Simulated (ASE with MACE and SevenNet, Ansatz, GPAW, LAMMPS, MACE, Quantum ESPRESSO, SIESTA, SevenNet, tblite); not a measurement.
# Running glassy 39BaO-61TiO2 (mol %) (94 atoms) with machine-learned potentials

Wanted: machine-learned potentials inputs and outputs for glassy 39BaO-61TiO2 (mol %) (94 atoms), checked against a plane-wave reference.

Method: the method is named at each step, in ASE with MACE and SevenNet.

## Step 1: The structure

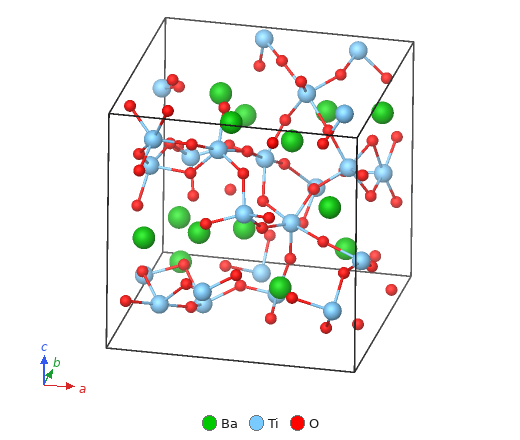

The starting structure, seen slightly off an axis (barium green, titanium blue, oxygen red). Bonds to atoms that aren't drawn are left out. Some periodic images of atoms are drawn too.

The cell holds 94 atoms: 14 Ba, 22 Ti and 58 O. Its edges and angles: a = 11.321 Å, b = 11.321 Å, c = 11.321 Å, α = 90.0°, β = 90.0°, γ = 90.0°. 94 atoms (14 Ba, 22 Ti, 58 O) placed at random at 4.7 g/cm³, melted at 4000 K for 10 ps at fixed volume with the Morse and Coulomb pair potential with partial charges (Pedone, Malavasi, Menziani, Cormack and Segre, J. Phys. Chem. B 110, 11780 (2006)). Quenched from 4000 K to 300 K at 50 K/ps and fixed volume, held 10 ps at zero pressure, then minimised at fixed cell.

The yardstick, on the same geometry:

```
method                                           : Kohn-Sham DFT, PBE, SSSP efficiency 1.3.0 pseudopotentials, plane waves (Quantum ESPRESSO 7.5); sssp-pbe-1.3.0-efficiency, cutoffs 60/480 Ry, Γ point
r.m.s. force component                           : 0.7144 eV/Å
longest force                                    : 2.612 eV/Å
pressure                                         : 2.873 GPa
gap (highest filled to lowest empty level) : 2.464 eV
time                                             : 11 min on 4 MPI ranks of Arm Neoverse V1, shared host
CPU time                                         : 43 min
```

## Step 2: MACE MP-0b3 medium potential

Method: machine-learned interatomic potential MACE MP-0b3 medium, trained on PBE(+U) plane-wave data.

run.py

```python
import numpy as np
from ase.io import read
import mlip  # loads the published weights by name

atoms = read("structure.xyz")
atoms.calc = mlip.calc("mace-mp-0b3-medium")
energy = atoms.get_potential_energy()
forces = atoms.get_forces()
print(f"energy {energy:.6f} eV")
print("forces (eV/A)")
for i, (a, f) in enumerate(zip(atoms, forces)):
    print(f"{i:4d} {a.symbol:2s} {f[0]:10.5f} {f[1]:10.5f} {f[2]:10.5f}")
stress = -atoms.get_stress(voigt=False) * 160.21766
print("stress (GPa, compression positive)")
for row in stress:
    print(" ".join(f"{x:10.4f}" for x in row))
```

structure.xyz

```xyz
94
Lattice="11.32140 0.00000 0.00000 0.00000 11.32140 0.00000 0.00000 0.00000 11.32140" Properties=species:S:1:pos:R:3 pbc="T T T"
Ba 5.14897 1.91785 10.63849
Ba 3.14859 4.56083 4.03393
Ba 3.34740 7.78007 9.45665
Ba 9.10388 7.90732 2.50135
Ba 1.30672 8.72031 2.87111
Ba 1.05753 10.22855 0.08729
Ba 10.88938 7.05119 9.60100
Ba 7.34623 2.45255 2.67502
Ba 9.55515 2.48912 6.75899
Ba 7.56349 10.60679 7.86917
Ba 4.45757 7.90981 3.00617
Ba 3.77444 10.90183 7.16611
Ba 7.32461 4.63634 8.86047
Ba 1.40385 1.12422 5.00723
Ti 1.91785 2.14982 1.43091
Ti 10.03597 3.11225 11.06961
Ti 3.21177 5.26841 0.30511
Ti 5.65730 2.47984 6.03623
Ti 1.53880 2.19646 9.33846
Ti 0.38436 5.82701 1.17426
Ti 7.25045 7.85139 9.82267
Ti 4.80514 9.97279 0.02808
Ti 10.16447 0.53811 2.62521
Ti 7.16237 5.39759 4.56581
Ti 4.01095 4.42021 8.17609
Ti 0.04585 10.54419 8.23326
Ti 4.29013 0.26945 3.04591
Ti 8.93734 10.70235 10.91168
Ti 1.99245 7.87471 6.20866
Ti 6.50947 5.52892 1.00194
Ti 7.16260 10.37889 4.24303
Ti 5.43529 7.60572 6.58407
Ti 10.36497 9.70957 5.54307
Ti 0.82658 4.81805 6.92938
Ti 9.37933 7.06455 6.79058
Ti 10.69453 3.95819 3.70074
O 5.80561 0.33817 3.98185
O 8.53237 9.93996 5.36261
O 8.86058 4.33813 4.28119
O 4.06133 1.83656 5.66727
O 3.36846 9.03414 0.61690
O 10.35840 5.53288 7.14980
O 10.32251 2.09050 3.84214
O 5.41061 3.31626 7.63006
O 1.60911 5.70757 10.78024
O 5.92324 8.64310 10.94553
O 1.10338 9.27913 8.93700
O 3.65296 8.22896 6.79375
O 0.63626 3.37049 8.05620
O 2.72936 4.54260 6.87300
O 3.23792 1.67444 2.74046
O 9.10558 2.96745 9.59477
O 10.18722 10.98436 9.59058
O 3.04048 3.58073 0.82963
O 4.90341 11.14705 1.38846
O 9.54292 2.06831 1.11731
[... 34 atom lines left out ...]
O 7.43080 0.20062 10.59491
O 10.62355 11.23796 6.70091
O 4.10457 5.14444 9.92966
O 2.14925 6.02400 1.78369
```

On the command line:

```bash
OMP_NUM_THREADS=1 python run.py > output.txt
```

What it wrote:

```text
energy -761.036117 eV
forces (eV/A)
   0 Ba   -0.89643   -0.13168    0.17725
   1 Ba   -0.41234    0.00511   -0.02178
   2 Ba    0.58279   -0.66233   -0.13956
   3 Ba   -0.38170   -0.12030    0.21864
   4 Ba   -0.10359   -0.23128    1.22518
   5 Ba    0.15913    1.46419   -0.63471
   6 Ba   -0.15513   -0.04822   -0.24733
   7 Ba    0.62372   -0.16614    0.13115
   8 Ba    0.20049    0.05096    0.00866
   9 Ba    0.39180   -0.68759   -0.43053
  10 Ba    1.36183    0.19671    0.14061
  11 Ba    0.07227   -0.27367    0.01142
  12 Ba    0.31684    0.55708    0.37259
  13 Ba   -0.35912   -0.19918   -0.91839
  14 Ti   -0.68830   -0.54954   -0.43277
  15 Ti   -0.16165    0.11360    0.67229
  16 Ti   -2.30851   -1.17643   -0.39510
  17 Ti   -0.12964    0.13545    0.17251
  18 Ti   -0.03714    0.22125    0.44078
  19 Ti    0.85618   -0.87385   -0.68048
  20 Ti   -0.29983    0.46664   -0.39849
  21 Ti   -0.31636   -0.86824   -0.28604
  22 Ti   -0.07427    0.73786   -0.35020
  23 Ti   -0.15472   -0.44816    0.51969
[...]
86 O     1.39634   -1.20769    0.59452
  87 O    -0.02862   -0.72955   -0.31140
  88 O     0.23101   -1.28726   -0.27606
  89 O    -0.05469   -0.14079   -0.93061
  90 O    -0.92616    0.67892   -0.21884
  91 O    -0.52680    1.85242   -1.05050
  92 O     0.35332    0.09596   -0.54149
  93 O     0.98639    0.51489    1.67697
stress (GPa, compression positive)
    5.0953    -0.1771     1.2952
   -0.1771     3.5457    -0.0799
    1.2952    -0.0799     3.3700
```

Run time: 9.5 s. Hardware: 1 thread of Arm Neoverse V1, shared host; peak memory 1 GiB.

Banners, paths, timers and routine set-up lines are dropped from the logs unmarked, and long logs keep their key lines alone; longer cuts are marked.

Numbers from this run, and their distance from the reference:

```
r.m.s. force component                  : 0.7343 eV/Å
r.m.s. difference of force components   : 98.68 meV/Å
longest difference of force vectors     : 390.4 meV/Å
force difference over r.m.s. force      : 13.81 %
slope of forces against the reference's : 1.019
correlation of force components         : 0.9911
pressure                                : 4.004 GPa
pressure difference                     : 1.13 GPa
```

Length of the force difference by element (eV/Å):

```tsv
element	atoms	mean	most
Ba	14	0.13	0.33
O	58	0.14	0.31
Ti	22	0.20	0.39
```

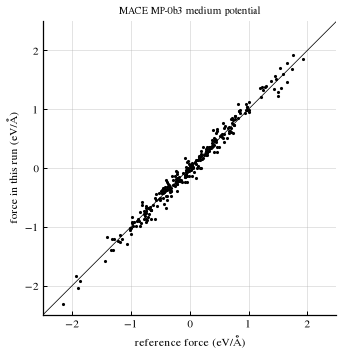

Force components against those of the reference; the line marks equality.

The surroundings of Ti17, which bears the longest force, nearest first, numbered as they follow in the input and with coordinates relative to it.

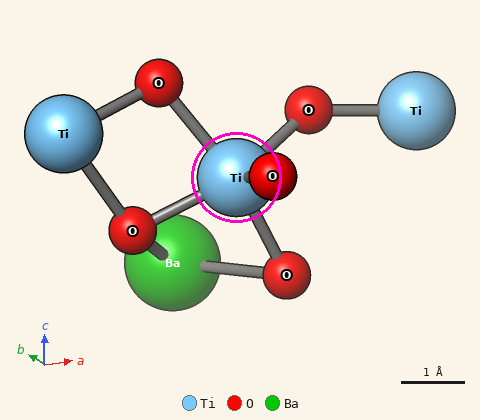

The atoms of the table, within 3.4 Å (arrows a, b, c point along x, y, z); some may hide others; the central atom is ringed.

```tsv
atom	x	y	z	distance (Å)	bonds	Fx	Fy	Fz (eV/Å)
Ti17	0.00	0.00	0.00	0.00	5	-2.31	-1.18	-0.40
O54	-0.17	-1.69	0.52	1.78	4	0.99	0.01	-0.05
O70	1.56	0.62	0.79	1.85	4	0.19	1.48	1.21
O45	-1.60	0.44	-0.85	1.86	4	-0.37	0.71	-0.64
O93	0.89	-0.12	-1.70	1.92	5	0.35	0.10	-0.54
O94	-1.06	0.76	1.48	1.97	5	0.99	0.51	1.68
Ti20	-2.83	0.56	0.87	3.01	5	0.86	-0.87	-0.68
Ba3	0.14	2.51	-2.17	3.32	10	0.58	-0.66	-0.14
Ti30	3.30	0.26	0.70	3.38	4	-0.63	-1.39	-0.33
```

Atoms are counted from 1 here, from 0 in the log.

Forces lie 14 % from the reference's, at 0.0036 times its CPU time (on 1 against 4 cores).

## Step 3: SevenNet l3i5 potential

Method: machine-learned interatomic potential SevenNet l3i5, trained on PBE(+U) plane-wave data.

run.py, as its differences from that of step 2:

```diff
@@ -5,3 +5,3 @@
 atoms = read("structure.xyz")
-atoms.calc = mlip.calc("mace-mp-0b3-medium")
+atoms.calc = mlip.calc("7net-l3i5")
 energy = atoms.get_potential_energy()
```

structure.xyz is that of step 2.

What it wrote:

```text
energy -761.194702 eV
forces (eV/A)
   0 Ba   -0.88764   -0.07344    0.25109
   1 Ba   -0.35984    0.03929   -0.05569
   2 Ba    0.58116   -0.60354   -0.18442
   3 Ba   -0.40235   -0.05697    0.25015
   4 Ba   -0.19206   -0.23371    1.33361
   5 Ba    0.19499    1.47675   -0.69915
   6 Ba   -0.11528   -0.07169   -0.30914
   7 Ba    0.62421   -0.18405    0.17721
   8 Ba    0.13768    0.03323   -0.08280
   9 Ba    0.35954   -0.73514   -0.45263
  10 Ba    1.45644    0.16292    0.10146
  11 Ba    0.11475   -0.33325    0.09464
  12 Ba    0.29364    0.57123    0.34779
  13 Ba   -0.39529   -0.24928   -0.93881
  14 Ti   -0.61153   -0.56367   -0.44071
  15 Ti    0.16009    0.17815    0.64935
  16 Ti   -2.07094   -1.35741   -0.34273
  17 Ti   -0.21191    0.21902    0.06412
  18 Ti    0.10230    0.11683    0.52650
  19 Ti    0.76644   -0.66650   -0.46450
  20 Ti   -0.35674    0.51715   -0.39691
  21 Ti   -0.17429   -0.85741   -0.32790
  22 Ti   -0.21117    0.82001   -0.46155
  23 Ti   -0.20591   -0.41700    0.56111
[...]
86 O     1.39753   -1.21560    0.75979
  87 O    -0.05128   -0.98914   -0.41869
  88 O     0.34220   -1.11383   -0.18808
  89 O    -0.06552   -0.11502   -1.00216
  90 O    -0.92888    0.75821   -0.26259
  91 O    -0.52555    1.95563   -1.05637
  92 O     0.44487    0.07931   -0.45150
  93 O     0.94720    0.56950    1.70437
stress (GPa, compression positive)
    4.9533    -0.1834     1.2573
   -0.1834     3.5270    -0.0708
    1.2573    -0.0708     3.3895
```

It took 11 s on 1 thread; peak memory 1.4 GiB.

Compared with the plane-wave run:

* r.m.s. force component: 0.7376 eV/Å
* r.m.s. difference of force components: 87.9 meV/Å
* longest difference of force vectors: 323.1 meV/Å
* force difference over r.m.s. force: 12.3 %
* slope of forces against the reference's: 1.026
* correlation of force components: 0.9932
* pressure: 3.957 GPa
* pressure difference: 1.083 GPa

Against the first run (14 %), the force difference from the reference is 12 %, at 1.2 times the CPU time.

## Step 4: MACE MP-0b2 small potential

Method: machine-learned interatomic potential MACE MP-0b2 small, trained on PBE(+U) plane-wave data.

run.py, as its differences from that of step 3:

```diff
@@ -5,3 +5,3 @@
 atoms = read("structure.xyz")
-atoms.calc = mlip.calc("7net-l3i5")
+atoms.calc = mlip.calc("mace-mp-0b2-small")
 energy = atoms.get_potential_energy()
```

structure.xyz is that of step 3.

What it wrote:

```text
energy -761.051352 eV
forces (eV/A)
   0 Ba   -0.71861   -0.22457    0.12978
   1 Ba   -0.29237   -0.04985   -0.04442
   2 Ba    0.53813   -0.64870   -0.07225
   3 Ba   -0.50432   -0.01900    0.18843
   4 Ba   -0.12392   -0.22107    1.28503
   5 Ba    0.23384    1.41288   -0.77160
   6 Ba   -0.07060    0.00288   -0.19919
   7 Ba    0.46411   -0.17589    0.13567
   8 Ba    0.10409    0.00623   -0.07168
   9 Ba    0.27897   -0.48649   -0.44148
  10 Ba    1.44029    0.25675    0.05029
  11 Ba    0.28030   -0.23593    0.09745
  12 Ba    0.29256    0.35209    0.32490
  13 Ba   -0.18277   -0.18311   -0.85704
  14 Ti   -0.41658   -0.66650   -0.44634
  15 Ti    0.04469    0.08621    0.82319
  16 Ti   -1.95999   -1.44177   -0.37162
  17 Ti   -0.22921    0.11656    0.04565
  18 Ti   -0.08446    0.42210    0.66325
  19 Ti    0.69522   -0.94093   -0.52433
  20 Ti   -0.41646    0.51737   -0.33164
  21 Ti   -0.20541   -0.51841   -0.23345
  22 Ti   -0.29391    0.76134   -0.16796
  23 Ti   -0.14064   -0.59892    0.55263
[...]
86 O     1.52337   -1.23797    0.61176
  87 O     0.03351   -0.87204   -0.35923
  88 O     0.38782   -1.25083   -0.21641
  89 O    -0.08609   -0.25209   -1.01112
  90 O    -0.86124    0.74931   -0.17761
  91 O    -0.54127    1.70801   -1.09937
  92 O     0.37139    0.13381   -0.33921
  93 O     0.82724    0.51815    1.62099
stress (GPa, compression positive)
    5.1303    -0.1340     1.1777
   -0.1340     3.7226    -0.1577
    1.1777    -0.1577     3.5336
```

Wall time 7.3 s (1 thread); peak memory 0.66 GiB.

Numbers from this run, and their distance from the reference:

```
r.m.s. force component                  : 0.7168 eV/Å
r.m.s. difference of force components   : 118.4 meV/Å
longest difference of force vectors     : 463.6 meV/Å
force difference over r.m.s. force      : 16.57 %
slope of forces against the reference's : 0.9896
correlation of force components         : 0.9863
pressure                                : 4.129 GPa
pressure difference                     : 1.256 GPa
```

Against the first run (14 %), the force difference from the reference is 17 %, at 0.78 times the CPU time.

## Step 5: All runs compared

Differences are against the plane-wave reference, forces as r.m.s. over components; share is that over the reference's r.m.s. force, slope the least-squares factor from reference forces to these. Total energies of different programs have different zeros and aren't compared.

```tsv
run	Δ force, r.m.s. (meV/Å)	share (%)	slope	Δ pressure (GPa)	cores	CPU time	memory (GiB)
reference	-	-	-	-	4	43 min	4.7
MACE MP-0b3 medium potential	98.7	13.8	1.019	1.13	1	9.3 s	1.0
SevenNet l3i5 potential	87.9	12.3	1.026	1.08	1	11 s	1.4
MACE MP-0b2 small potential	118	16.6	0.990	1.26	1	7.2 s	0.66
```

Times of the machine-learned potentials are mostly Python's start and the loading of weights.

CPU time is summed over cores on a shared host, where runs went side by side, so it is rough. Symmetry, cutoffs, thresholds, outputs and thread counts weren't matched or tuned between programs; memory under MPI is the largest rank's times the ranks.

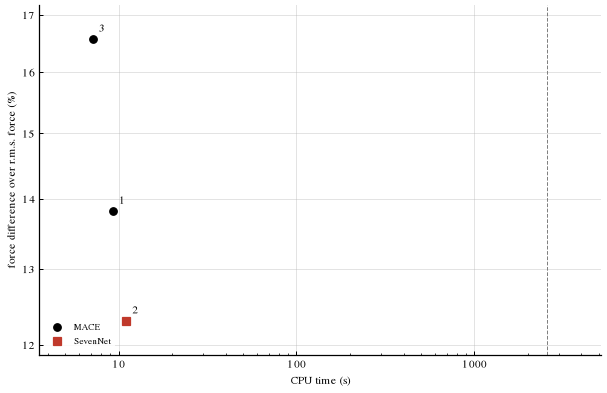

Force difference against CPU time; the dashed line marks the reference's time. Points: 1 MACE MP-0b3 medium potential; 2 SevenNet l3i5 potential; 3 MACE MP-0b2 small potential.

## Step 6: Summary of results

| Property | Result |
| --- | --- |
| nearest in forces | SevenNet l3i5 potential, 12 % |
| its CPU time | 11 s |

Machine-learned potentials differ by 12 % (SevenNet l3i5 potential) to 17 % (MACE MP-0b2 small potential); they were trained on other programs' data. The reference's pressure holds the uncorrected Pulay stress of its 60 Ry basis, so small pressure differences, and their order, may be the reference's own error. Machine-learned potentials mimic data converged in k, so the reference's own k-point error enters their differences. The quench rate of 50 K/ps is many orders above laboratory rates, so the cell is likely richer in defects and strain than a real sample. The network of bonds at the start is that of the classical potential that made the cell, and needn't be the one that DFT or experiment would give. The reference's pressure of 2.9 GPa belongs to a cell and atoms that aren't relaxed at this level. The electronic-structure runs sample only Γ, in a cell whose shortest periodic width is 11 Å. Spin–orbit coupling is left out, which matters for the levels of the heavy elements.

[Also dropped from logs without a mark: logging warnings of Python, and SIESTA's first energy breakdown and zero terms.]

[Logs are printed without paths, hosts, clocks, repeated set-up lines and the standing remarks that a program may print on its own settings, such as how far it seeks lower states.]

[Hosts, paths, dates, database ids (printed as entryN), source tags and the programs' standing remarks are cut or masked in the printed files.]
